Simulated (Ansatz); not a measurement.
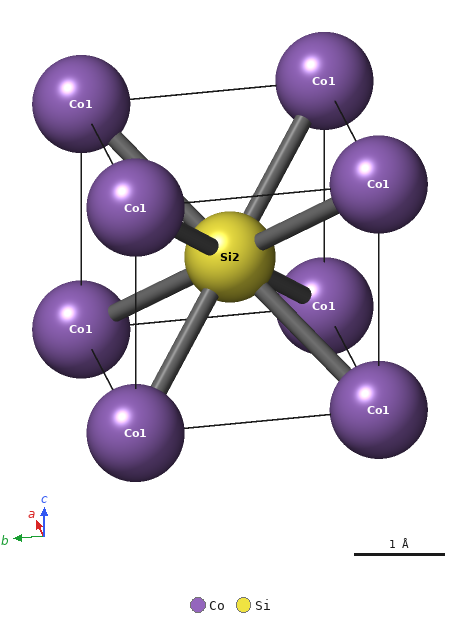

Figure 1. The structure as given in the input (ball-and-stick view of the cell of the calculation, seen at an oblique angle; atoms are numbered from 1 in the order of the input). Near neighbours in the crystal (not all of them lie inside the picture): Co has 8 Si at 2.41 Å; Si has 8 Co at 2.41 Å.

## Single-point calculation of CoSi

System: CoSi (Pm-3m, 2 atoms in the cell).
Method: DFT, PBE, all-electron LAPW, spin-polarised (Ansatz 0.2.0).

The structure derives from a Materials Project entry. Some settings of this run were made unusual or wrong on purpose. Figures and captions count atoms from 1; the log counts them from 0 in places.

### The input
```yaml
crystal:
  lattice:
    - [2.781334, 0.0, 0.0]
    - [0.0, 2.781334, 0.0]
    - [0.0, 0.0, 2.781334]
  atoms:
    - { symbol: Co, position: [0.0, 0.0, 0.0] }
    - { symbol: Si, position: [0.5, 0.5, 0.5] }
kpoints:
  mp_grid: { grid: [14, 14, 14] }
scf:
  occupations: { method: fermi_dirac, width: 0.03 }
  lower_state_search: "off"
  max_iter: 50
hamiltonian:
  xc: pbe
  pseudopotentials: { kind: all_electron, lapw: { basis_error: 0.0005 } }
output:
  forces: true
  stress: true
  eigenvalues: false
  populations: true
magnetization:
  spin_polarized: true
  initial_magnetization: 15
```

Machine: 1 thread of Intel Xeon @ 2.50GHz (Skylake/Cascade Lake), 32 GiB of memory available, shared host.

Launch command:
```bash
ansatz run input.yaml --threads 1 --pin off --max-ram 3072MiB --backend cpu --events-out ev --progress --plain --runs-dir out
```

### Output
```
settings of this run that can trade accuracy for cost: output.eigenvalues: false. Do not mix this run's numbers with those of runs without the same settings; the input reference describes each key
Co: projections on atomic orbitals take those of the free atom 1s2 2s2 2p6 3s2 3p6 3d7 4s2, of charge +0.00 (hamiltonian.pseudopotentials.projection_atoms)
Si: projections on atomic orbitals take those of the free atom 1s2 2s2 2p6 3s2 3p2, of charge +0.00 (hamiltonian.pseudopotentials.projection_atoms)
LAPW: plane waves up to 8.804 Å⁻¹, error target 5.0e-4 eV per atom; small_component_spin mean_spin; Si in spheres of 1.100 Å, 12 of its electrons in bands, Dirac shells []; Co in spheres of 1.309 Å, 17 of its electrons in bands, Dirac shells [] (how accurate: hamiltonian.pseudopotentials.lapw.basis_error, Limitations)
Engine: ansatz 0.2.0, x86_64-unknown-linux-gnu
Pseudopotentials: kind: all_electron
Pseudopotential: Co, LAPW, valence charge 17, lapw/all_electron/scalar/gaussian/Co, Koelling and Harmon's equation, gaussian nucleus
Pseudopotential: Si, LAPW, valence charge 12, lapw/all_electron/scalar/gaussian/Si, Koelling and Harmon's equation, gaussian nucleus
Functional definition: PBE
  parameter kappa = 0.804
  parameter beta = 0.06672455060314922
  exchange = pbe_x(kappa = kappa, mu = beta*pi^2/3)
  correlation = pbe_c(beta = beta)
Crystal: 2 atoms, lattice volume = 21.516 Å³
Basis set: ecut = 295.28513795629647 eV, 251 PW (Γ), exchange–correlation at level 2
Bands: 27, of which v1, the nominal top of the filled ones, is band 15 counted from 1 (14 counted from 0)
Symmetry: 48 space group operations
Space group: Pm-3m (ITA 221), of the structure as read, at distance tolerance 2.8e-5 Å
Magnetic group: BNS 221.92 (UNI 1594), of the structure as read, at distance tolerance 2.8e-5 Å
k-points: 120 of 2744
Non-local potential: Co, projectors of the file, none
Non-local potential: Si, projectors of the file, none
Initial density: superposition of atomic densities (chi_scale 0.1, normalization cell)
Starting moments: Σ|m| = 15 μB on 2 of 2 sites
Initial wavefunctions: plane waves of lowest kinetic energy (no species holds an atomic orbital)
Functional: x = pbe(κ = 0.804, μ = 0.2195149727645171), c = pbe(β = 0.06672455060314922)
iter 1 solved again at ethr=3.60e-2 eV; its pass at ethr=1.00e-1 eV (dr2=1.05e1 eV) is discarded
SCF iter   1: F=—  HF=-45679.930057 eV  |F-HF|=—  |Δ(HF+E_count)|=         —  Δρ=1.43e-1 (↑1.43e-1 ↓1.14e-1)  dr2=1.05e1  dr2_m=1.60e0  M=15.000 μB ∫|m|=15.000 μB  β_m=1.00  ethr=3.60e-2  ⟨swp⟩=2.0  Hψ=43328  notcnv=0
preconditioner: auto → none  [metal: Δε(μ)=0.000 eV  Ē_g=n/a eV  σ=0.030 eV  W_gap=0.00  n_scr=6 (ndim 8)  ℏωp=29.8 eV  f_vac=0.000  D(μ)=20.51/eV (n_scr^D=798)  sad-step TF]
SCF iter   2: F=—  HF=-45808.960632 eV  |F-HF|=—  |Δ(HF+E_count)|=         —  Δρ=3.66e-1 (↑2.96e-1 ↓3.66e-1)  dr2=1.33e1  dr2_m=1.95e1  M=2.450 μB ∫|m|=2.482 μB  β_m=0.30  ethr=3.60e-2  ⟨swp⟩=3.0  Hψ=20317  notcnv=0  defer=2
Mixer restart at iter 2: flushing history
SCF iter   3: F=—  HF=-45802.804997 eV  |F-HF|=—  |Δ(HF+E_count)|=    6.16e0  Δρ=1.87e-1 (↑1.87e-1 ↓1.54e-1)  dr2=9.54e0  dr2_m=4.21e0  M=5.124 μB ∫|m|=5.124 μB  β_m=0.30  ethr=3.60e-2  ⟨swp⟩=3.0  Hψ=20374  notcnv=0
iter 4 solved again at ethr=1.03e-3 eV; its pass at ethr=3.29e-2 eV (dr2=2.99e-1 eV) is discarded
SCF iter   4: F=—  HF=-45800.399419 eV  |F-HF|=—  |Δ(HF+E_count)|=    2.41e0  Δρ=1.74e-1 (↑1.70e-1 ↓1.74e-1)  dr2=2.99e-1  dr2_m=5.80e0  M=2.241 μB ∫|m|=2.242 μB  β_m=0.30  ethr=1.03e-3  ⟨swp⟩=2.1  Hψ=33977  notcnv=0  defer=2
SCF iter   5: F=—  HF=-45805.888588 eV  |F-HF|=—  |Δ(HF+E_count)|=    5.49e0  Δρ=1.37e-1 (↑1.37e-1 ↓1.37e-1)  dr2=7.05e-2  dr2_m=3.69e0  M=1.531 μB ∫|m|=1.532 μB  β_m=0.30  ethr=1.03e-3  ⟨swp⟩=3.4  Hψ=21620  notcnv=0  defer=1
SCF iter   6: F=—  HF=-45808.317729 eV  |F-HF|=—  |Δ(HF+E_count)|=    2.43e0  Δρ=1.09e-1 (↑1.04e-1 ↓1.09e-1)  dr2=2.42e-1  dr2_m=2.19e0  M=1.145 μB ∫|m|=1.149 μB  β_m=0.30  ethr=2.43e-4  ⟨swp⟩=3.5  Hψ=22176  notcnv=0
SCF iter   7: F=—  HF=-45809.304795 eV  |F-HF|=—  |Δ(HF+E_count)|=   9.87e-1  Δρ=7.50e-2 (↑7.50e-2 ↓7.32e-2)  dr2=4.17e-2  dr2_m=1.08e0  M=1.120 μB ∫|m|=1.127 μB  β_m=0.30  ethr=2.43e-4  ⟨swp⟩=3.1  Hψ=21227  notcnv=0
SCF iter   8: F=—  HF=-45809.923601 eV  |F-HF|=—  |Δ(HF+E_count)|=   6.19e-1  Δρ=5.41e-2 (↑5.41e-2 ↓5.36e-2)  dr2=2.92e-3  dr2_m=5.71e-1  M=1.029 μB ∫|m|=1.042 μB  β_m=0.30  ethr=1.44e-4  ⟨swp⟩=3.0  Hψ=20232  notcnv=0
Mixer restart at iter 8: flushing history
spin-set hold released at iteration 8 (site moments contracting): the magnetisation degrees of freedom join the quasi-Newton model from the next iteration; the mixer history was flushed
SCF iter   9: F=—  HF=-45810.258761 eV  |F-HF|=—  |Δ(HF+E_count)|=   3.35e-1  Δρ=3.88e-2 (↑3.88e-2 ↓3.88e-2)  dr2=4.80e-5  dr2_m=2.97e-1  M=0.980 μB ∫|m|=0.995 μB  β_m=0.65  ethr=1.01e-5  ⟨swp⟩=3.0  Hψ=20964  notcnv=0
SCF iter  10: F=—  HF=-45810.927848 eV  |F-HF|=—  |Δ(HF+E_count)|=         —  Δρ=1.93e-2 (↑1.31e-2 ↓1.93e-2)  dr2=3.04e-1  dr2_m=1.92e-3  M=0.883 μB ∫|m|=0.930 μB  β_m=0.39  ethr=1.66e-7  ⟨swp⟩=4.0  Hψ=25054  notcnv=0
the basis was enlarged: its passes take 802.2 KiB over the memory plan, 2 of 2 planned eigensolver slots
SCF iter  11: F=—  HF=-45810.646456 eV  |F-HF|=—  |Δ(HF+E_count)|=   2.81e-1  Δρ=5.38e-3 (↑4.48e-3 ↓5.38e-3)  dr2=5.89e-3  dr2_m=3.87e-3  M=0.718 μB ∫|m|=0.764 μB  β_m=0.37  ethr=1.66e-7  ⟨swp⟩=4.0  Hψ=22698  notcnv=0
SCF iter  12: F=—  HF=-45810.648710 eV  |F-HF|=—  |Δ(HF+E_count)|=   2.25e-3  Δρ=1.45e-3 (↑7.23e-4 ↓1.45e-3)  dr2=1.12e-3  dr2_m=7.87e-5  M=0.693 μB ∫|m|=0.746 μB  β_m=0.69  ethr=1.66e-7  ⟨swp⟩=3.0  Hψ=19655  notcnv=0
SCF iter  13: F=—  HF=-45810.651030 eV  |F-HF|=—  |Δ(HF+E_count)|=   2.32e-3  Δρ=4.92e-4 (↑4.92e-4 ↓3.90e-4)  dr2=8.97e-6  dr2_m=3.74e-5  M=0.667 μB ∫|m|=0.712 μB  β_m=0.84  ethr=1.66e-7  ⟨swp⟩=3.0  Hψ=18069  notcnv=0
SCF iter  14: F=—  HF=-45810.651492 eV  |F-HF|=—  |Δ(HF+E_count)|=   4.62e-4  Δρ=3.99e-4 (↑1.82e-4 ↓3.99e-4)  dr2=1.77e-5  dr2_m=1.63e-5  M=0.643 μB ∫|m|=0.681 μB  β_m=0.92  ethr=3.09e-8  ⟨swp⟩=3.0  Hψ=17459  notcnv=0
SCF iter  15: F=—  HF=-45810.651539 eV  |F-HF|=—  |Δ(HF+E_count)|=   4.67e-5  Δρ=9.39e-5 (↑8.46e-5 ↓9.39e-5)  dr2=4.56e-7  dr2_m=1.39e-6  M=0.632 μB ∫|m|=0.667 μB  β_m=0.93  ethr=3.09e-8  ⟨swp⟩=3.0  Hψ=16754  notcnv=0
SCF iter  16: F=—  HF=-45810.651539 eV  |F-HF|=—  |Δ(HF+E_count)|=   1.74e-7  Δρ=4.36e-5 (↑4.17e-5 ↓4.36e-5)  dr2=1.41e-8  dr2_m=3.55e-7  M=0.633 μB ∫|m|=0.669 μB  β_m=0.96  ethr=1.57e-9  ⟨swp⟩=3.0  Hψ=17452  notcnv=0
SCF iter  17: F=—  HF=-45810.651541 eV  |F-HF|=—  |Δ(HF+E_count)|=   2.25e-6  Δρ=9.48e-6 (↑6.65e-6 ↓9.48e-6)  dr2=8.82e-9  dr2_m=1.19e-8  M=0.635 μB ∫|m|=0.671 μB  β_m=0.88  ethr=4.85e-11  ⟨swp⟩=3.0  Hψ=17542  notcnv=0
SCF iter  18: F=-45810.651541 eV  HF=-45810.651541 eV  |F-HF|=1.24e-10  |Δ(HF+E_count)|=   5.27e-8  Δρ=1.22e-6 (↑7.29e-7 ↓1.22e-6)  dr2=2.05e-10  dr2_m=1.67e-10  M=0.636 μB ∫|m|=0.671 μB  ethr=3.04e-11  ⟨swp⟩=2.7  Hψ=16460  notcnv=0
SCF 1 converged in 18 iterations: F = -45810.651541 eV  dr2 = 2.05e-10
```

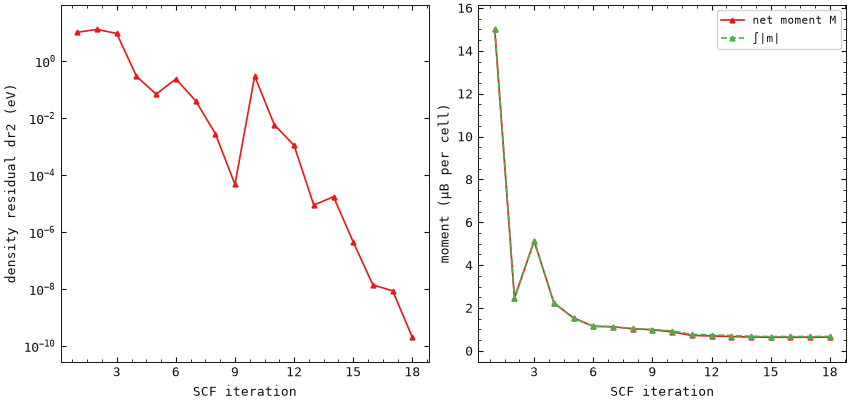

Figure 2. Convergence of the self-consistent field: density residual dr2 and magnetic moment against the SCF iteration. The residual falls unevenly and jumps up by a factor of two or more 2 times on the way down. The net moment goes from 15.0 to 0.6 μB per cell.

```
SCF converged after 18 iterations
Magnetization: 0.6357 μB (14.8179 up, 14.1821 down)
Absolute magnetization: 0.6714 μB (∫|ρ↑−ρ↓|)
Spin contamination: 0.0094 ħ² per cell (⟨S²⟩ above its minimum at these occupations)
Per-site moments (μB) at R_I (Å): [(0.6391475418144523, 1.308809639694177), (0.00984654275753094, 1.0998962248226962)]
Free energy (F): -45810.651541 eV
Harris-Foulkes:  -45810.651541 eV  (|F-HF|=1.24e-10)
Internal energy: -45810.645440 eV  (E = F + TS)
E sigma→0 (E₀):  -45810.648491 eV
Entropy (-TS):   -0.006101 eV (-3.051 meV/atom)
Fermi energy:    18.885590 eV
--- Per-component energies (eV) ---
  E_band       = -868.260218
  E_kinetic    = 46396.462209
  E_xc         = -2196.336014
  E_electrostatic = -90010.771635  (all electrons and nuclei)
  E_smearing   = -0.006101  (= −TS)
  E_closure    = 0.000000  (closes the sum)
  E_atoms      = -45796.146146  (free atoms, spherical and without spin; not in F)
  Σ components = -45810.651541   (vs F -45810.651541, Δ=0.00e0)
  Basis errors (estimates in eV, not in F): energy 1.4e-4 per atom: plane waves 1.2e-4 (6.3e-5 summed), levels above the bands 0.0e0, relativity 4.7e-9, radial functions 1.8e-5, core shells 1.2e-10; eigenvalues (radial functions only) 7.0e-5; not estimated: angular momenta, meshes, grids; target (lapw.basis_error) 5.0e-4; muffin-tin radii Si 1.100 Å, Co 1.309 Å
--- Forces (eV/Å), atoms counted from 1 ---
  atom   1  Co    -0.00000000     0.00000000    -0.00000000
  atom   2  Si     0.00000000    -0.00000000    -0.00000000
  max |Σ_I F_I| component: 3.94e-31 eV/Å
--- Stress (GPa, compression-positive) ---
        0.918961       0.000000       0.000000
        0.000000       0.918961       0.000000
        0.000000       0.000000       0.918961
  P = ⅓ Tr σ = 0.9190 GPa (9.190 kbar)
--- Löwdin populations: 2 sites ---
  site symbol       q [e]    m [muB]
     0     Co     26.5835     0.6094
     1     Si     14.1349     0.0505
  spilling = 0.006868 (of n_electrons = 41.000000)
settings of this run that can trade accuracy for cost: output.eigenvalues: false. Do not mix this run's numbers with those of runs without the same settings; the input reference describes each key
```

### File populations.tsv
```
# site	symbol	l	j	q_up	q_dn
# orbitals = lowdin
# n_electrons = 41.000000
# spilling = 0.006868
# projection_atom_Co: 1s2 2s2 2p6 3s2 3p6 3d7 4s2
# projection_atom_Si: 1s2 2s2 2p6 3s2 3p2
0	Co	0_1S	-	0.999986	0.999986
0	Co	0_2S	-	0.999291	0.999285
0	Co	0_3S	-	0.983284	0.983280
0	Co	0_4S	-	0.267205	0.269248
0	Co	1_2P	-	2.999995	2.999994
0	Co	1_3P	-	2.997873	2.997552
0	Co	2_3D	-	4.348816	3.737687
1	Si	0_1S	-	0.999943	0.999941
1	Si	0_2S	-	0.995214	0.995093
1	Si	0_3S	-	0.620267	0.613397
1	Si	1_2P	-	2.998533	2.998519
1	Si	1_3P	-	1.478743	1.435284
```

### Outcome

```tsv
quantity	value
outcome	converged
space group (tolerance 0.01 Å)	Pm-3m (221)
electrons in bands (core shells apart)	29
free energy	−45810.6515 eV
Fermi energy	18.886 eV
net moment of the cell	0.64 μB
integrated absolute moment	0.67 μB
pressure	0.92 GPa
largest force (length of the vector)	under 0.001 eV/Å
wall time	79 s
peak memory	0.68 GiB
```

### What went wrong

A setting was made wrong on purpose: an impossible spin (`magnetization`). The system has too few electrons for this moment. The run converged all the same; its numbers are those of the faulty input and shouldn't be used.
